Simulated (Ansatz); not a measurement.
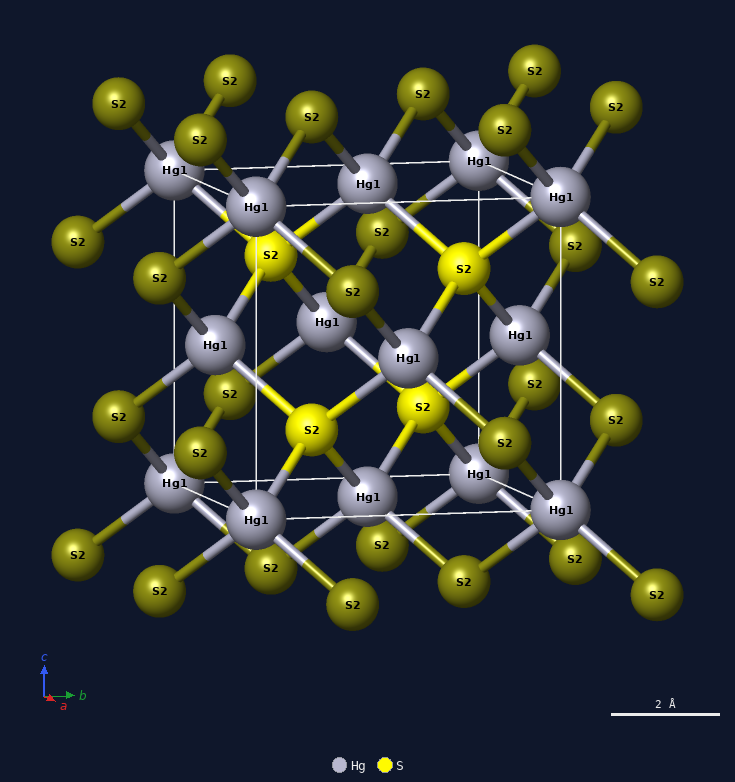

Figure 1. The structure (ball-and-stick view of the cell 4 times as large as that of the calculation, set on its symmetry axes, seen slightly off an axis; neighbours outside the cell are drawn fainter; atoms are numbered from 1 in the order of the input). Near neighbours in the crystal (not all of them lie inside the picture): Hg has 4 S at 2.54 Å; S has 4 Hg at 2.54 Å.

**HgS: single-point calculation**

HgS (F-43m, 2 atoms in the cell), computed with DFT, r2SCAN, PAW, plane waves (Ansatz 0.2.0).

The structure was built on a prototype by a generator. Figures and captions count atoms from 1; the log counts them from 0 in places.

**Input file**
```yaml
crystal:
  lattice:
    - [0.000000, 2.938523, 2.938523]
    - [2.938523, 0.000000, 2.938523]
    - [2.938523, 2.938523, 0.000000]
  atoms:
    - { symbol: Hg, position: [0.000000, 0.000000, 0.000000] }
    - { symbol: S, position: [0.250000, 0.250000, 0.250000] }
kpoints:
  mp_grid: { grid: [7, 7, 7] }
  band_path: { path: [VBM, CBM], npoints: 2 }
hamiltonian:
  xc: r2scan
scf:
  occupations: { method: fermi_dirac, width: 0.01 }
output:
  forces: true
  eigenvalues: true
  populations: true
```

Machine: 8 threads of Arm Neoverse-V1, 18 GiB of memory available, shared host.

Launched with:
```bash
ansatz run in.yaml --threads 8 --pin off --max-ram 17100MiB --runs-dir r --events-out ev --progress --plain
```

**The program's output**
```
Pseudopotentials: kind: paw
Functional definition: r2SCAN
  parameter k0 = 0.174
  parameter k1 = 0.065
  parameter a1 = 4.9479
  exchange = r2scan_x(k0 = k0, k1 = k1, a1 = a1)
  correlation = r2scan_c
Crystal: 2 atoms, lattice volume = 50.748 Å³
Basis set: ecut = 500 eV, 1243 PW (Γ), exchange–correlation on 128×128×128 points (64 copies of the dense FFT grid, shifted against one another)
Bands: 17, of which v1, the nominal top of the filled ones, is band 13 counted from 1 (12 counted from 0)
Symmetry: 24 space group operations
Space group: F-43m (ITA 216), of the structure as read, at distance tolerance 3.7e-5 Å
k-points: 20 of 343 (time reversal used)
Non-local potential: Hg, projectors of the file, l = 0: 3, l = 1: 2, l = 2: 2, l = 3: 1
Non-local potential: S, projectors of the file, l = 0: 2, l = 1: 2, l = 2: 2
PAW form: soft (Blöchl's): semilocal exchange-correlation on the pseudo side does not see the compensation charge
PAW frozen core: Hg, regenerated for the run's functional (the file was generated under x = pbe(κ = 0.804, μ = 0.2195149727645171), c = pbe(β = 0.06672455060314922))
PAW frozen core: S, regenerated for the run's functional (the file was generated under x = pbe(κ = 0.804, μ = 0.2195149727645171), c = pbe(β = 0.06672455060314922))
PAW one-centre angular grid: Hg, 590 points (default); XC on 160 Gauss nodes
PAW one-centre angular grid: S, 302 points (default); XC on 160 Gauss nodes
Initial density: superposition of atomic densities (neutral atoms: chi_scale 0, normalization atom), corrected by the library's trained network
Initial wavefunctions: pseudopotential atomic-orbital guess
Functional: x = r2scan, c = r2scan; τ floored in thin density (d = 2e-4 eV/Å³)
SCF iter   1: F=—  HF=-14734.044926 eV  |F-HF|=—  |Δ(HF+E_count)|=         —  Δρ=7.61e-3  dr2=2.29e-2  dr2_τ=2.48e-2  ethr=1.77e-3  ⟨swp⟩=6.3  Hψ=1854  notcnv=0
preconditioner: auto → none  [insulator: Δε(μ)=1.118 eV  Ē_g=12.101 eV  σ=0.010 eV  W_gap=0.67  n_scr=14 (ndim 8)  ℏωp=22.1 eV  f_vac=0.126  D(μ)=0.39/eV (n_scr^D=0)  ε∞_Penn≈4.3]
SCF iter   2: F=—  HF=-14734.047564 eV  |F-HF|=—  |Δ(HF+E_count)|=   2.64e-3  Δρ=3.68e-3  dr2=3.79e-3  dr2_τ=1.58e-3  ethr=8.81e-5  ⟨swp⟩=2.9  Hψ=772  notcnv=0
SCF iter   3: F=—  HF=-14734.047154 eV  |F-HF|=—  |Δ(HF+E_count)|=   4.09e-4  Δρ=1.95e-3  dr2=5.59e-4  dr2_τ=9.98e-5  ethr=1.46e-5  ⟨swp⟩=2.8  Hψ=580  notcnv=0
SCF iter   4: F=—  HF=-14734.047322 eV  |F-HF|=—  |Δ(HF+E_count)|=   1.68e-4  Δρ=2.03e-4  dr2=9.74e-6  dr2_τ=1.79e-6  ethr=2.15e-6  ⟨swp⟩=2.0  Hψ=407  notcnv=0
SCF iter   5: F=—  HF=-14734.047314 eV  |F-HF|=—  |Δ(HF+E_count)|=   8.51e-6  Δρ=3.07e-5  dr2=2.06e-7  dr2_τ=4.74e-8  ethr=3.75e-8  ⟨swp⟩=2.0  Hψ=521  notcnv=0
SCF iter   6: F=-14734.047314 eV  HF=-14734.047314 eV  |F-HF|=1.20e-8  |Δ(HF+E_count)|=   3.76e-7  Δρ=8.63e-6  dr2=1.85e-8  dr2_τ=4.94e-9  ethr=3.85e-10  ⟨swp⟩=5.4  Hψ=1496  notcnv=0
SCF 1 converged in 6 iterations: F = -14734.047314 eV  dr2 = 1.85e-8
  greatest PAW one-centre occupation: 1.001 electrons in one spin orbital (limit 2), on the Hg atom at site 0 (counted from 0), in its partial waves of l = 0
NSCF: frozen V_eff on 16 k-points
NSCF: frozen V_eff on 14 k-points
NSCF: frozen V_eff on 2 k-points
NSCF: frozen V_eff on 2 k-points
NSCF: frozen V_eff on 2 k-points
NSCF: frozen V_eff on 2 k-points
NSCF: frozen V_eff on 2 k-points
NSCF: frozen V_eff on 2 k-points
NSCF: frozen V_eff on 2 k-points
NSCF: frozen V_eff on 3 k-points
SCF converged after 6 iterations
Free energy (F): -14734.047314 eV
Harris-Foulkes:  -14734.047314 eV  (|F-HF|=1.20e-8)
Internal energy: -14734.047203 eV  (E = F + TS)
E sigma→0 (E₀):  -14734.047258 eV
Entropy (-TS):   -0.000111 eV (-0.056 meV/atom)
Fermi energy:    7.875277 eV
--- Per-component energies (eV) ---
  E_band       = -522.530868
  E_kinetic    = 708.882699
  E_local      = -3451.550081  (includes V_loc(G=0)·N_el)
  E_nonlocal   = 103.327929
  E_hartree    = 1469.675197
  E_xc         = -298.829998
  E_vxc        = -382.816562  (∫ρ·V_xc dr)
  E_paw        = -10580.586042  (= ΣΔE_a)
  E_vpaw       = -464.124088  (= ΣTr[D̂ρ^β])
  E_aug_tail   = 0.000383  (compensation charges beyond the density's cutoff)
  E_vtau       = 24.404101  (kinetic-family band-sum trace: ∫τ·v_τ [+ j·A + Jᵃ·Aᵃ] dr)
  E_ewald      = -2684.708597
  E_core_change = -0.258694  (= ΣΔE_core)
  E_smearing   = -0.000111  (= −TS)
  E_closure    = 0.000000  (closes the sum)
  Σ components = -14734.047314   (vs F -14734.047314, Δ=0.00e0)
--- Forces (eV/Å), atoms counted from 1 ---
  atom   1  Hg     0.00000000    -0.00000000     0.00000000
  atom   2  S     -0.00000000     0.00000000     0.00000000
  max |Σ_I F_I| component: 2.22e-16 eV/Å
--- Band table (eV; the first three rows and the last of 20) ---
  k-point 0: bands = ["-108.6154", "-56.4811", "-56.4811", "-56.4811", "-5.8712", "0.5646", "0.5646", "0.5646", "1.4988", "1.4988", "7.6923", "7.8683", "7.8683", "7.8683", "14.3265", "14.3265", "14.3265"]
  k-point 1: bands = ["-108.6154", "-56.4813", "-56.4811", "-56.4811", "-5.7739", "0.6113", "0.6128", "0.6128", "1.4963", "1.4963", "6.2332", "7.6731", "7.6731", "8.9945", "13.8192", "14.5914", "14.5914"]
  k-point 2: bands = ["-108.6154", "-56.4816", "-56.4812", "-56.4812", "-5.5484", "0.7099", "0.7099", "0.8624", "1.5137", "1.5137", "4.4726", "7.2555", "7.2555", "9.6433", "13.9774", "14.9811", "14.9811"]
  k-point 19: bands = ["-108.6154", "-56.4818", "-56.4817", "-56.4814", "-5.1691", "0.8986", "1.0427", "1.3836", "1.4793", "2.1679", "2.7356", "4.9826", "5.7816", "11.8121", "13.3512", "15.2401", "16.4779"]
--- Löwdin populations: 2 sites ---
  site symbol       q [e]
     0     Hg     18.8507
     1      S      6.9335
  spilling = 0.008299 (of n_electrons = 26.000000)
```

**Results in brief**

```json
{"quantity": "outcome", "value": "converged"}
{"quantity": "space group (tolerance 0.01 Å)", "value": "F-43m (216)"}
{"quantity": "electrons treated", "value": "26"}
{"quantity": "free energy", "value": "−14734.0473 eV"}
{"quantity": "Fermi energy", "value": "7.875 eV"}
{"quantity": "largest force (length of the vector)", "value": "under 0.001 eV/Å"}
{"quantity": "wall time", "value": "2.2 s (CPU time 9.7 s)"}
{"quantity": "peak memory", "value": "0.48 GiB"}
```

**Notes**

Spin–orbit coupling is left out, which matters for Hg.
